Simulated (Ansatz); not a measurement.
Run report: Al96N96, geometry relaxation (part 1 of 4)

The run: geometry relaxation of Al96N96 (192 atoms in the cell). Method and program: DFT, PBEsol, PAW, plane waves (Ansatz 0.2.0).

The structure was built on a prototype by a generator.

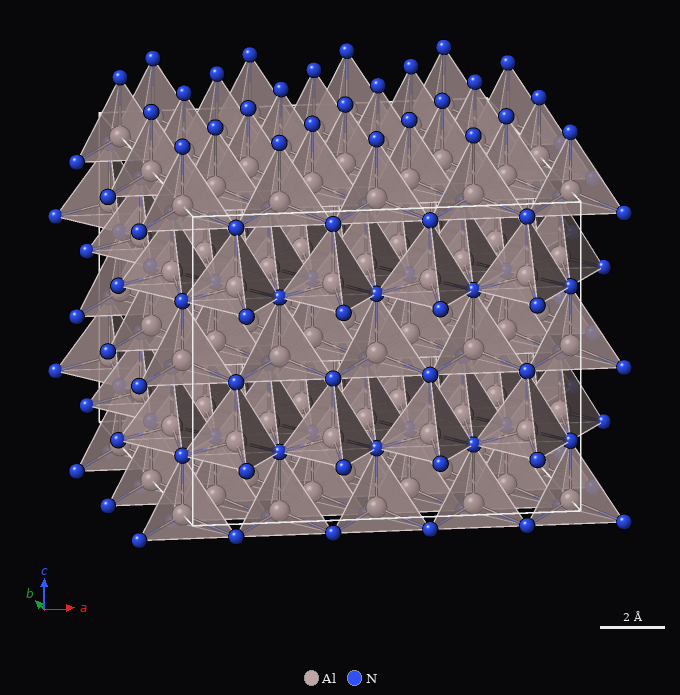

Fig. 1: The starting structure (polyhedral view of the cell of the calculation, seen slightly off an axis; polyhedra are completed across the faces of the cell).

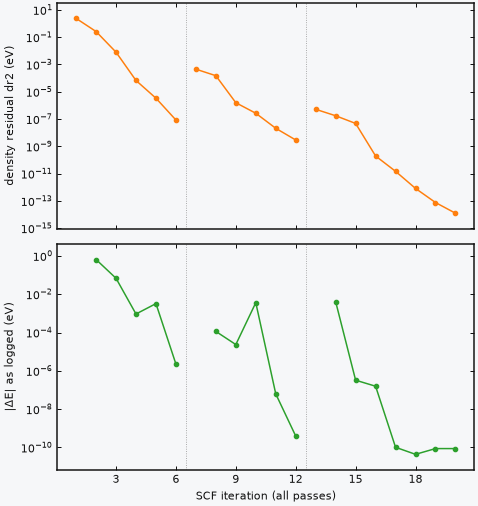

Fig. 2: Convergence of the self-consistent field: density residual dr2 and size of the energy change against the SCF iteration. The dotted lines part the SCF passes of the relaxation: geometry steps, rejected trials and re-solves on a re-selected basis. The passes take 6, 6 and 8 iterations.

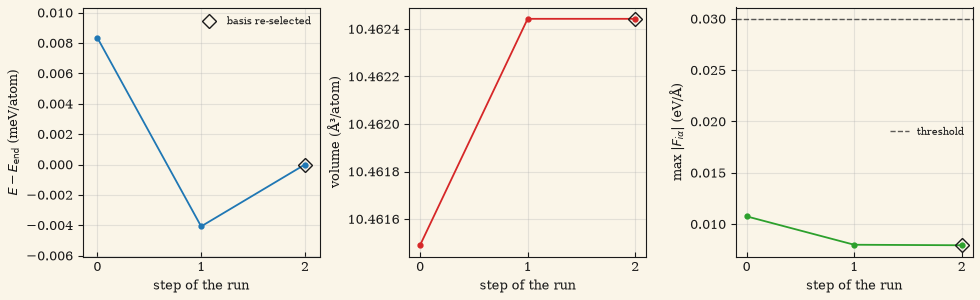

Fig. 3: Progress of the relaxation, step by step (the first geometry is step 0 here and step 1 in the log). No atom moves by more than 0.005 Å relative to the cell. The space group stays P6_3mc (No. 186). Over 1 geometry step the energy falls by next to nothing (0.0 meV per atom). The largest force component goes from 0.011 to 0.0079 eV/Å. The pressure goes from 0.03 to 0.01 GPa. A last SCF at the same geometry on a re-selected plane-wave basis shifts the energy by +0.0 meV per atom. (Atoms are counted from 1 in the order of the input.)

The input that produced these results follows, with the program's output.

The input:
```yaml
crystal:
  lattice:
    - [12.455264, 0.000000, 0.000000]
    - [0.000000, 16.179862, 0.000000]
    - [0.000000, 0.000000, 9.967057]
  atoms:
    - { symbol: Al, position: [0.125000, 0.055556, 0.248500] }
    - { symbol: Al, position: [0.125000, 0.055556, 0.748500] }
    - { symbol: Al, position: [0.000000, 0.222222, 0.248500] }
    - { symbol: Al, position: [0.000000, 0.222222, 0.748500] }
    - { symbol: Al, position: [0.375000, 0.055556, 0.248500] }
    - { symbol: Al, position: [0.375000, 0.055556, 0.748500] }
    - { symbol: Al, position: [0.250000, 0.222222, 0.248500] }
    - { symbol: Al, position: [0.250000, 0.222222, 0.748500] }
    - { symbol: Al, position: [0.125000, 0.388889, 0.248500] }
    - { symbol: Al, position: [0.125000, 0.388889, 0.748500] }
    - { symbol: Al, position: [0.000000, 0.555556, 0.248500] }
    - { symbol: Al, position: [0.000000, 0.555556, 0.748500] }
    - { symbol: Al, position: [0.625000, 0.055556, 0.248500] }
    - { symbol: Al, position: [0.625000, 0.055556, 0.748500] }
    - { symbol: Al, position: [0.500000, 0.222222, 0.248500] }
    - { symbol: Al, position: [0.500000, 0.222222, 0.748500] }
    - { symbol: Al, position: [0.375000, 0.388889, 0.248500] }
    - { symbol: Al, position: [0.375000, 0.388889, 0.748500] }
    - { symbol: Al, position: [0.250000, 0.555556, 0.248500] }
    - { symbol: Al, position: [0.250000, 0.555556, 0.748500] }
    - { symbol: Al, position: [0.125000, 0.722222, 0.248500] }
    - { symbol: Al, position: [0.125000, 0.722222, 0.748500] }
    - { symbol: Al, position: [0.000000, 0.888889, 0.248500] }
    - { symbol: Al, position: [0.000000, 0.888889, 0.748500] }
    - { symbol: Al, position: [0.875000, 0.055556, 0.248500] }
    - { symbol: Al, position: [0.875000, 0.055556, 0.748500] }
    - { symbol: Al, position: [0.750000, 0.222222, 0.248500] }
    - { symbol: Al, position: [0.750000, 0.222222, 0.748500] }
    - { symbol: Al, position: [0.625000, 0.388889, 0.248500] }
    - { symbol: Al, position: [0.625000, 0.388889, 0.748500] }
    - { symbol: Al, position: [0.500000, 0.555556, 0.248500] }
    - { symbol: Al, position: [0.500000, 0.555556, 0.748500] }
    - { symbol: Al, position: [0.375000, 0.722222, 0.248500] }
    - { symbol: Al, position: [0.375000, 0.722222, 0.748500] }
    - { symbol: Al, position: [0.250000, 0.888889, 0.248500] }
    - { symbol: Al, position: [0.250000, 0.888889, 0.748500] }
    - { symbol: Al, position: [0.875000, 0.388889, 0.248500] }
    - { symbol: Al, position: [0.875000, 0.388889, 0.748500] }
    - { symbol: Al, position: [0.750000, 0.555556, 0.248500] }
    - { symbol: Al, position: [0.750000, 0.555556, 0.748500] }
    - { symbol: Al, position: [0.625000, 0.722222, 0.248500] }
    - { symbol: Al, position: [0.625000, 0.722222, 0.748500] }
    - { symbol: Al, position: [0.500000, 0.888889, 0.248500] }
    - { symbol: Al, position: [0.500000, 0.888889, 0.748500] }
    - { symbol: Al, position: [0.875000, 0.722222, 0.248500] }
    - { symbol: Al, position: [0.875000, 0.722222, 0.748500] }
    - { symbol: Al, position: [0.750000, 0.888889, 0.248500] }
    - { symbol: Al, position: [0.750000, 0.888889, 0.748500] }
    - { symbol: Al, position: [0.000000, 0.111111, 0.498500] }
    - { symbol: Al, position: [0.000000, 0.111111, 0.998500] }
    - { symbol: Al, position: [0.250000, 0.111111, 0.498500] }
    - { symbol: Al, position: [0.250000, 0.111111, 0.998500] }
    - { symbol: Al, position: [0.125000, 0.277778, 0.498500] }
    - { symbol: Al, position: [0.125000, 0.277778, 0.998500] }
    - { symbol: Al, position: [0.000000, 0.444444, 0.498500] }
    - { symbol: Al, position: [0.000000, 0.444444, 0.998500] }
    - { symbol: Al, position: [0.500000, 0.111111, 0.498500] }
    - { symbol: Al, position: [0.500000, 0.111111, 0.998500] }
    - { symbol: Al, position: [0.375000, 0.277778, 0.498500] }
    - { symbol: Al, position: [0.375000, 0.277778, 0.998500] }
    - { symbol: Al, position: [0.250000, 0.444444, 0.498500] }
    - { symbol: Al, position: [0.250000, 0.444444, 0.998500] }
    - { symbol: Al, position: [0.125000, 0.611111, 0.498500] }
    - { symbol: Al, position: [0.125000, 0.611111, 0.998500] }
    - { symbol: Al, position: [0.000000, 0.777778, 0.498500] }
    - { symbol: Al, position: [0.000000, 0.777778, 0.998500] }
    - { symbol: Al, position: [0.750000, 0.111111, 0.498500] }
    - { symbol: Al, position: [0.750000, 0.111111, 0.998500] }
    - { symbol: Al, position: [0.625000, 0.277778, 0.498500] }
    - { symbol: Al, position: [0.625000, 0.277778, 0.998500] }
    - { symbol: Al, position: [0.500000, 0.444444, 0.498500] }
    - { symbol: Al, position: [0.500000, 0.444444, 0.998500] }
    - { symbol: Al, position: [0.375000, 0.611111, 0.498500] }
    - { symbol: Al, position: [0.375000, 0.611111, 0.998500] }
    - { symbol: Al, position: [0.250000, 0.777778, 0.498500] }
    - { symbol: Al, position: [0.250000, 0.777778, 0.998500] }
    - { symbol: Al, position: [0.125000, 0.944444, 0.498500] }
    - { symbol: Al, position: [0.125000, 0.944444, 0.998500] }
    - { symbol: Al, position: [0.875000, 0.277778, 0.498500] }
    - { symbol: Al, position: [0.875000, 0.277778, 0.998500] }
    - { symbol: Al, position: [0.750000, 0.444444, 0.498500] }
    - { symbol: Al, position: [0.750000, 0.444444, 0.998500] }
    - { symbol: Al, position: [0.625000, 0.611111, 0.498500] }
    - { symbol: Al, position: [0.625000, 0.611111, 0.998500] }
    - { symbol: Al, position: [0.500000, 0.777778, 0.498500] }
    - { symbol: Al, position: [0.500000, 0.777778, 0.998500] }
    - { symbol: Al, position: [0.375000, 0.944444, 0.498500] }
    - { symbol: Al, position: [0.375000, 0.944444, 0.998500] }
    - { symbol: Al, position: [0.875000, 0.611111, 0.498500] }
    - { symbol: Al, position: [0.875000, 0.611111, 0.998500] }
    - { symbol: Al, position: [0.750000, 0.777778, 0.498500] }
    - { symbol: Al, position: [0.750000, 0.777778, 0.998500] }
    - { symbol: Al, position: [0.625000, 0.944444, 0.498500] }
    - { symbol: Al, position: [0.625000, 0.944444, 0.998500] }
    - { symbol: Al, position: [0.875000, 0.944444, 0.498500] }
    - { symbol: Al, position: [0.875000, 0.944444, 0.998500] }
    - { symbol: N, position: [0.000000, 0.111111, 0.189500] }
    - { symbol: N, position: [0.000000, 0.111111, 0.689500] }
    - { symbol: N, position: [0.250000, 0.111111, 0.189500] }
    - { symbol: N, position: [0.250000, 0.111111, 0.689500] }
    - { symbol: N, position: [0.125000, 0.277778, 0.189500] }
    - { symbol: N, position: [0.125000, 0.277778, 0.689500] }
    - { symbol: N, position: [0.000000, 0.444444, 0.189500] }
    - { symbol: N, position: [0.000000, 0.444444, 0.689500] }
    - { symbol: N, position: [0.500000, 0.111111, 0.189500] }
    - { symbol: N, position: [0.500000, 0.111111, 0.689500] }
    - { symbol: N, position: [0.375000, 0.277778, 0.189500] }
    - { symbol: N, position: [0.375000, 0.277778, 0.689500] }
    - { symbol: N, position: [0.250000, 0.444444, 0.189500] }
    - { symbol: N, position: [0.250000, 0.444444, 0.689500] }
    - { symbol: N, position: [0.125000, 0.611111, 0.189500] }
    - { symbol: N, position: [0.125000, 0.611111, 0.689500] }
    - { symbol: N, position: [0.000000, 0.777778, 0.189500] }
    - { symbol: N, position: [0.000000, 0.777778, 0.689500] }
    - { symbol: N, position: [0.750000, 0.111111, 0.189500] }
    - { symbol: N, position: [0.750000, 0.111111, 0.689500] }
    - { symbol: N, position: [0.625000, 0.277778, 0.189500] }
    - { symbol: N, position: [0.625000, 0.277778, 0.689500] }
    - { symbol: N, position: [0.500000, 0.444444, 0.189500] }
    - { symbol: N, position: [0.500000, 0.444444, 0.689500] }
    - { symbol: N, position: [0.375000, 0.611111, 0.189500] }
    - { symbol: N, position: [0.375000, 0.611111, 0.689500] }
    - { symbol: N, position: [0.250000, 0.777778, 0.189500] }
    - { symbol: N, position: [0.250000, 0.777778, 0.689500] }
    - { symbol: N, position: [0.125000, 0.944444, 0.189500] }
    - { symbol: N, position: [0.125000, 0.944444, 0.689500] }
    - { symbol: N, position: [0.875000, 0.277778, 0.189500] }
    - { symbol: N, position: [0.875000, 0.277778, 0.689500] }
    - { symbol: N, position: [0.750000, 0.444444, 0.189500] }
    - { symbol: N, position: [0.750000, 0.444444, 0.689500] }
    - { symbol: N, position: [0.625000, 0.611111, 0.189500] }
    - { symbol: N, position: [0.625000, 0.611111, 0.689500] }
    - { symbol: N, position: [0.500000, 0.777778, 0.189500] }
    - { symbol: N, position: [0.500000, 0.777778, 0.689500] }
    - { symbol: N, position: [0.375000, 0.944444, 0.189500] }
    - { symbol: N, position: [0.375000, 0.944444, 0.689500] }
    - { symbol: N, position: [0.875000, 0.611111, 0.189500] }
    - { symbol: N, position: [0.875000, 0.611111, 0.689500] }
    - { symbol: N, position: [0.750000, 0.777778, 0.189500] }
    - { symbol: N, position: [0.750000, 0.777778, 0.689500] }
    - { symbol: N, position: [0.625000, 0.944444, 0.189500] }
    - { symbol: N, position: [0.625000, 0.944444, 0.689500] }
    - { symbol: N, position: [0.875000, 0.944444, 0.189500] }
    - { symbol: N, position: [0.875000, 0.944444, 0.689500] }
    - { symbol: N, position: [0.125000, 0.055556, 0.439500] }
    - { symbol: N, position: [0.125000, 0.055556, 0.939500] }
    - { symbol: N, position: [0.000000, 0.222222, 0.439500] }
    - { symbol: N, position: [0.000000, 0.222222, 0.939500] }
    - { symbol: N, position: [0.375000, 0.055556, 0.439500] }
    - { symbol: N, position: [0.375000, 0.055556, 0.939500] }
    - { symbol: N, position: [0.250000, 0.222222, 0.439500] }
    - { symbol: N, position: [0.250000, 0.222222, 0.939500] }
    - { symbol: N, position: [0.125000, 0.388889, 0.439500] }
    - { symbol: N, position: [0.125000, 0.388889, 0.939500] }
    - { symbol: N, position: [0.000000, 0.555556, 0.439500] }
    - { symbol: N, position: [0.000000, 0.555556, 0.939500] }
    - { symbol: N, position: [0.625000, 0.055556, 0.439500] }
    - { symbol: N, position: [0.625000, 0.055556, 0.939500] }
    - { symbol: N, position: [0.500000, 0.222222, 0.439500] }
    - { symbol: N, position: [0.500000, 0.222222, 0.939500] }
    - { symbol: N, position: [0.375000, 0.388889, 0.439500] }
    - { symbol: N, position: [0.375000, 0.388889, 0.939500] }
    - { symbol: N, position: [0.250000, 0.555556, 0.439500] }
    - { symbol: N, position: [0.250000, 0.555556, 0.939500] }
    - { symbol: N, position: [0.125000, 0.722222, 0.439500] }
    - { symbol: N, position: [0.125000, 0.722222, 0.939500] }
    - { symbol: N, position: [0.000000, 0.888889, 0.439500] }
    - { symbol: N, position: [0.000000, 0.888889, 0.939500] }
    - { symbol: N, position: [0.875000, 0.055556, 0.439500] }
    - { symbol: N, position: [0.875000, 0.055556, 0.939500] }
    - { symbol: N, position: [0.750000, 0.222222, 0.439500] }
    - { symbol: N, position: [0.750000, 0.222222, 0.939500] }
    - { symbol: N, position: [0.625000, 0.388889, 0.439500] }
    - { symbol: N, position: [0.625000, 0.388889, 0.939500] }
    - { symbol: N, position: [0.500000, 0.555556, 0.439500] }
    - { symbol: N, position: [0.500000, 0.555556, 0.939500] }
    - { symbol: N, position: [0.375000, 0.722222, 0.439500] }
    - { symbol: N, position: [0.375000, 0.722222, 0.939500] }
    - { symbol: N, position: [0.250000, 0.888889, 0.439500] }
    - { symbol: N, position: [0.250000, 0.888889, 0.939500] }
    - { symbol: N, position: [0.875000, 0.388889, 0.439500] }
    - { symbol: N, position: [0.875000, 0.388889, 0.939500] }
    - { symbol: N, position: [0.750000, 0.555556, 0.439500] }
    - { symbol: N, position: [0.750000, 0.555556, 0.939500] }
    - { symbol: N, position: [0.625000, 0.722222, 0.439500] }
    - { symbol: N, position: [0.625000, 0.722222, 0.939500] }
    - { symbol: N, position: [0.500000, 0.888889, 0.439500] }
    - { symbol: N, position: [0.500000, 0.888889, 0.939500] }
    - { symbol: N, position: [0.875000, 0.722222, 0.439500] }
    - { symbol: N, position: [0.875000, 0.722222, 0.939500] }
    - { symbol: N, position: [0.750000, 0.888889, 0.439500] }
    - { symbol: N, position: [0.750000, 0.888889, 0.939500] }
kpoints:
  mp_grid: { grid: [1, 1, 1], shift: [0.5, 0.5, 0.5] }
hamiltonian:
  xc: pbesol
scf:
  occupations: { method: fermi_dirac, width: 0.01 }
relax:
  f_tol: 0.03
  max_steps: 80
  escape_saddle: false
  adjacent_minimum: "off"
  cell: { fix: [alpha, beta, gamma] }
output:
  forces: true
  eigenvalues: true
  populations: true
```

Output:
```
Pseudopotentials: kind: paw
Functional definition: PBEsol
  exchange = pbesol_x
  correlation = pbesol_c
Crystal: 192 atoms, lattice volume = 2008.606 Å³
Basis set: ecut = 420 eV, 39231 PW (Γ), exchange–correlation on 180×240×144 points (8 copies of the dense FFT grid, shifted against one another)
Bands: 576, of which v1, the nominal top of the filled ones, is band 384 counted from 1 (383 counted from 0)
Symmetry: 192 space group operations
Space group: P63mc (ITA 186), of the structure as read, at distance tolerance 1.3e-4 Å
k-points: 1
Non-local potential: Al, projectors of the file, l = 0: 2, l = 1: 2, l = 2: 1
Non-local potential: N, projectors of the file, l = 0: 2, l = 1: 2, l = 2: 1
PAW form: soft (Blöchl's): semilocal exchange-correlation on the pseudo side does not see the compensation charge
PAW frozen core: Al, regenerated for the run's functional, and the local potential with it (the file was generated under x = pbe(κ = 0.804, μ = 0.2195149727645171), c = pbe(β = 0.06672455060314922))
PAW frozen core: N, regenerated for the run's functional, and the local potential with it (the file was generated under x = pbe(κ = 0.804, μ = 0.2195149727645171), c = pbe(β = 0.06672455060314922))
PAW one-centre angular grid: Al, 110 points (default); XC on 64 Gauss nodes
PAW one-centre angular grid: N, 110 points (default); XC on 64 Gauss nodes
Initial density: superposition of atomic densities (neutral atoms: chi_scale 0, normalization atom), corrected by the library's trained network
Initial wavefunctions: pseudopotential atomic-orbital guess
Functional: x = pbesol(κ = 0.804, μ = 0.12345679012345678), c = pbesol(β = 0.046)
SCF iter   1: F=—  HF=-86973.236737 eV  |F-HF|=—  |Δ(HF+E_count)|=         —  Δρ=1.06e-2  dr2=2.40e0  ethr=1.77e-3  ⟨swp⟩=6.0  Hψ=2612  notcnv=0  defer=55
preconditioner: auto → Resta (q_TF=auto, 2.324 Å⁻¹)  ε∞=4.1  [insulator: Δε(μ)=5.549 eV  Ē_g=12.942 eV  σ=0.010 eV  W_gap=1.00  n_scr=432 (ndim 8)  ℏωp=23.0 eV  f_vac=0.000  D(μ)=0.00/eV (n_scr^D=0)  ε∞_Penn≈4.1]
SCF iter   2: F=—  HF=-86972.590780 eV  |F-HF|=—  |Δ(HF+E_count)|=   6.46e-1  Δρ=3.21e-3  dr2=2.61e-1  ethr=3.13e-4  ⟨swp⟩=3.0  Hψ=999  notcnv=0  defer=176
SCF iter   3: F=—  HF=-86972.523072 eV  |F-HF|=—  |Δ(HF+E_count)|=   6.77e-2  Δρ=7.49e-4  dr2=8.01e-3  ethr=3.40e-5  ⟨swp⟩=2.0  Hψ=800  notcnv=0  defer=176
SCF iter   4: F=—  HF=-86972.522148 eV  |F-HF|=—  |Δ(HF+E_count)|=   9.24e-4  Δρ=6.41e-5  dr2=6.76e-5  ethr=1.04e-6  ⟨swp⟩=2.0  Hψ=736  notcnv=0  defer=176
SCF iter   5: F=—  HF=-86972.518924 eV  |F-HF|=—  |Δ(HF+E_count)|=   3.22e-3  Δρ=1.39e-5  dr2=3.38e-6  ethr=8.80e-9  ⟨swp⟩=2.0  Hψ=784  notcnv=0  defer=176
SCF iter   6: F=-86972.518927 eV  HF=-86972.518927 eV  |F-HF|=1.52e-8  |Δ(HF+E_count)|=   2.25e-6  Δρ=2.06e-6  dr2=8.55e-8  ethr=1.30e-11  ⟨swp⟩=13.0  Hψ=3237  notcnv=0
SCF 1 converged in 6 iterations: F = -86972.518927 eV  dr2 = 8.55e-8
  greatest PAW one-centre occupation: 0.786 electrons in one spin orbital (limit 2), on the N atom at site 191 (counted from 0), in its partial waves of l = 0
relax step   1: F+E_penalty+E_count = -86972.51892670 eV  Δ(F+E_penalty+E_count) = +0.000e0 eV  max|allowed force component| = 1.076e-2 eV/Å  Δτ_max = 0.0000 Å  P = +0.027 GPa  Ω = 2008.606 Å³  fix = [alpha, beta, gamma]  (6 SCF iters, dr2 threshold 1.00e-7 eV, accepted)
Crystal: 192 atoms, lattice volume = 2008.789 Å³
Basis set: ecut = 420 eV, 39263 PW (Γ), exchange–correlation on 180×240×144 points (8 copies of the dense FFT grid, shifted against one another)
Initial density: handed on by an earlier stage of this run
Initial wavefunctions: those handed on with the density
iter 1 solved again at ethr=4.70e-8 eV; its pass at ethr=3.10e-3 eV (dr2=3.61e-4 eV) is discarded
SCF iter   1: F=—  HF=-86972.525055 eV  |F-HF|=—  |Δ(HF+E_count)|=         —  Δρ=1.57e-4  dr2=4.54e-4  ethr=4.70e-8  ⟨swp⟩=4.0  Hψ=2400  notcnv=0
preconditioner: auto → Resta (q_TF=auto, 2.324 Å⁻¹)  ε∞=4.1  [insulator: Δε(μ)=5.674 eV  Ē_g=13.013 eV  σ=0.010 eV  W_gap=1.00  n_scr=432 (ndim 8)  ℏωp=23.0 eV  f_vac=0.000  D(μ)=0.00/eV (n_scr^D=0)  ε∞_Penn≈4.1]
SCF iter   2: F=—  HF=-86972.524941 eV  |F-HF|=—  |Δ(HF+E_count)|=   1.14e-4  Δρ=8.89e-5  dr2=1.51e-4  ethr=4.70e-8  ⟨swp⟩=1.0  Hψ=576  notcnv=0
SCF iter   3: F=—  HF=-86972.524917 eV  |F-HF|=—  |Δ(HF+E_count)|=   2.35e-5  Δρ=9.66e-6  dr2=1.58e-6  ethr=1.97e-8  ⟨swp⟩=2.0  Hψ=960  notcnv=0
SCF iter   4: F=—  HF=-86972.521312 eV  |F-HF|=—  |Δ(HF+E_count)|=   3.60e-3  Δρ=5.33e-6  dr2=2.67e-7  ethr=2.05e-10  ⟨swp⟩=2.0  Hψ=960  notcnv=0
iter 5 did not close the SCF: its close was put off for the readings that it lacked (scf_convergence_deferred on its scf_iter line)
SCF iter   5: F=-86972.521312 eV  HF=-86972.521312 eV  |F-HF|=2.47e-10  |Δ(HF+E_count)|=   6.25e-8  Δρ=1.32e-6  dr2=2.11e-8  ethr=3.47e-11  ⟨swp⟩=2.0  Hψ=896  notcnv=0
SCF iter   6: F=-86972.521312 eV  HF=-86972.521312 eV  |F-HF|=3.06e-10  |Δ(HF+E_count)|=  3.93e-10  Δρ=5.15e-7  dr2=2.93e-9  ethr=2.75e-12  ⟨swp⟩=2.0  Hψ=1714  notcnv=0
SCF 2 converged in 6 iterations: F = -86972.521312 eV  dr2 = 2.93e-9
relax step   2: F+E_penalty+E_count = -86972.52131241 eV  Δ(F+E_penalty+E_count) = -2.386e-3 eV  max|allowed force component| = 7.993e-3 eV/Å  Δτ_max = 0.0009 Å  P = +0.013 GPa  Ω = 2008.789 Å³  energy of the carried Pulay correction = -6.828e-4 eV  fix = [alpha, beta, gamma]  (6 SCF iters, dr2 threshold 7.68e-8 eV, accepted)
Initial wavefunctions: pseudopotential atomic-orbital guess (no wavefunctions were taken with the density)
iter 1 solved again at ethr=2.89e-8 eV; its pass at ethr=3.10e-3 eV (dr2=2.22e-4 eV) is discarded
```
